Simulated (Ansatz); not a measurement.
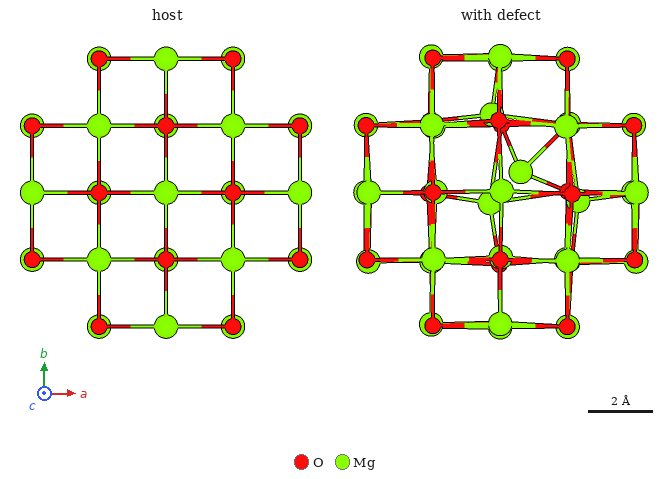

Left: perfect MgO. Right: the same region with one point defect, after relaxing the atoms in a supercell of 64 sites. Style: ball-and-stick. Shown: the atoms within 5.4 Å of one point, in a slice 5.0 Å thick across the line of sight, along the c axis.

Level of theory: Ansatz 0.2.0, DFT, PBEsol, PAW, plane waves. (plane-wave cutoff 420 eV; k-point mesh 1 × 1 × 1; mesh shifted by (0.25, 0.25, 0.25); collinear spin) Fermi-Dirac smearing of 0.01 eV. A uniform background neutralises the charged cell. The axes drawn are those of the host's conventional cell.

Q: What kind of defect was made?

A: An oxygen atom is replaced by magnesium.

The charge state of the cell is −1.

Q: How does the lattice respond?

A: In the host the O atom has 6 Mg at 2.11 Å; the Mg atom ends with 3 O at 2.14 to 2.21 Å, 3 Mg at 2.25 Å. Of the host's atoms, a magnesium atom moves furthest from its site, by 0.58 Å. The Mg atom itself moves 1.15 Å from where it was put. The cell's net moment is 1.00 μB.

Limits of the set-up: the periodic images lie only 8.4 Å apart, so the values are limited by the cell's size; the cell is charged, on a uniform background, and energies carry no finite-size correction.
